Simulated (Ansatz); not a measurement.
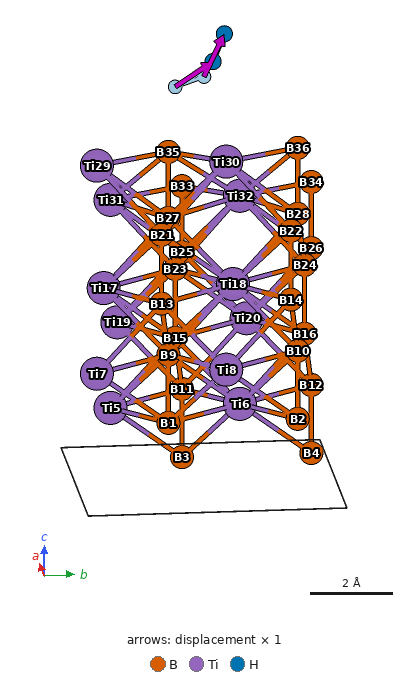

This is a constrained relaxation of a slab of composition Ti₆B₁₂H (cut from the P6/mmm phase). The starting structure is drawn faded, the final one solid; purple arrows show the displacements, at their true length.

Style: ball-and-stick. Shown: the cell of the calculation, outlined in the plane, without the vacuum (origin shifted), from a free direction.

Case: 1 H2 a cell, tilted, over a bridge B-B site. The slab is the (1 0 0) face of TiB2 with H2 on it. 16 atoms are held fixed.

The calculation used DFT PBE+D3(BJ), scalar-relativistic, plane waves, PAW in Ansatz 0.2.0.

The input:
```yaml
crystal:
  lattice:
    - [6.007456521, 0.0, 0.0]
    - [0.0, 6.3633101418, 0.0]
    - [0.0, 0.0, 25.1630132791]
  atoms:
    - { symbol: B, position: [0.5, 0.25, 0.3179269474] }
    - { symbol: B, position: [0.5, 0.75, 0.3179269474] }
    - { symbol: B, position: [0.0, 0.25, 0.3179269474] }
    - { symbol: B, position: [0.0, 0.75, 0.3179269474] }
    - { symbol: Ti, position: [0.25, 0.0, 0.3523863204] }
    - { symbol: Ti, position: [0.25, 0.5, 0.3523863204] }
    - { symbol: Ti, position: [0.75, 0.0, 0.3523863204] }
    - { symbol: Ti, position: [0.75, 0.5, 0.3523863204] }
    - { symbol: B, position: [0.5, 0.25, 0.3868456934] }
    - { symbol: B, position: [0.5, 0.75, 0.3868456934] }
    - { symbol: B, position: [0.0, 0.25, 0.3868456934] }
    - { symbol: B, position: [0.0, 0.75, 0.3868456934] }
    - { symbol: B, position: [0.75, 0.25, 0.4213050663] }
    - { symbol: B, position: [0.75, 0.75, 0.4213050663] }
    - { symbol: B, position: [0.25, 0.25, 0.4213050663] }
    - { symbol: B, position: [0.25, 0.75, 0.4213050663] }
    - { symbol: Ti, position: [0.5, 0.0, 0.4563622226] }
    - { symbol: Ti, position: [0.5, 0.5, 0.4563622226] }
    - { symbol: Ti, position: [0.0, 0.0, 0.4563622226] }
    - { symbol: Ti, position: [0.0, 0.5, 0.4563622226] }
    - { symbol: B, position: [0.75, 0.25, 0.4909557599] }
    - { symbol: B, position: [0.75, 0.75, 0.4909557599] }
    - { symbol: B, position: [0.25, 0.25, 0.4909557599] }
    - { symbol: B, position: [0.25, 0.75, 0.4909557599] }
    - { symbol: B, position: [0.0, 0.25, 0.5253678595] }
    - { symbol: B, position: [0.0, 0.75, 0.5253678595] }
    - { symbol: B, position: [0.5, 0.25, 0.5253678595] }
    - { symbol: B, position: [0.5, 0.75, 0.5253678595] }
    - { symbol: Ti, position: [0.75, 0.0, 0.5629914572] }
    - { symbol: Ti, position: [0.75, 0.5, 0.5629914572] }
    - { symbol: Ti, position: [0.25, 0.0, 0.5629914572] }
    - { symbol: Ti, position: [0.25, 0.5, 0.5629914572] }
    - { symbol: B, position: [0.0, 0.25, 0.5921961595] }
    - { symbol: B, position: [0.0, 0.75, 0.5921961595] }
    - { symbol: B, position: [0.5, 0.25, 0.5921961595] }
    - { symbol: B, position: [0.5, 0.75, 0.5921961595] }
    - { symbol: H, position: [0.25, 0.25, 0.6752545745] }
    - { symbol: H, position: [0.2574039337, 0.3621546042, 0.684243959] }
basis:
  ecutwfc: 420
kpoints:
  mp_grid: { grid: [3, 3, 1] }
hamiltonian:
  xc: pbe
  dispersion: d3bj
scf:
  occupations: { method: gaussian, width: 0.1 }
output:
  forces: true
  eigenvalues: true
  write_density: true
  write_potential: true
  elf: true
  volumetric_format: npy
relax:
  adjacent_minimum: "off"
  f_tol: 0.04
  max_steps: 100
  constraints: [{ sites: [0, 1, 2, 3, 4, 5, 6, 7, 8, 9, 10, 11, 12, 13, 14, 15] }]
efield:
  axis: 3
  dipole_correction: true
  ramp_width: 0.04
```

Run as
```bash
ansatz run input.yaml --threads 4 --pin off --max-ram 10240MiB --backend cpu --events-out ev --progress --plain --runs-dir out
```

**What happened in the run?**

The largest move is that of H38, 1.19 Å at 25° to the normal (+c side). B and Ti stay in place. The lattice vectors keep their values. After 13 accepted moves (15 points after the start) the energy has fallen by 0.213 eV per cell of the calculation. Largest force component: 0.35 eV/Å at the start, 0.032 eV/Å at the end. The line search rejected the trial step at point 7 of the run. 1 step only repeated the SCF at the same geometry. The forces were under the threshold at step 5, but the run went on from there.

Limits of the set-up: the periodic images lie only 6.0 Å apart, so the values are limited by the cell's size.
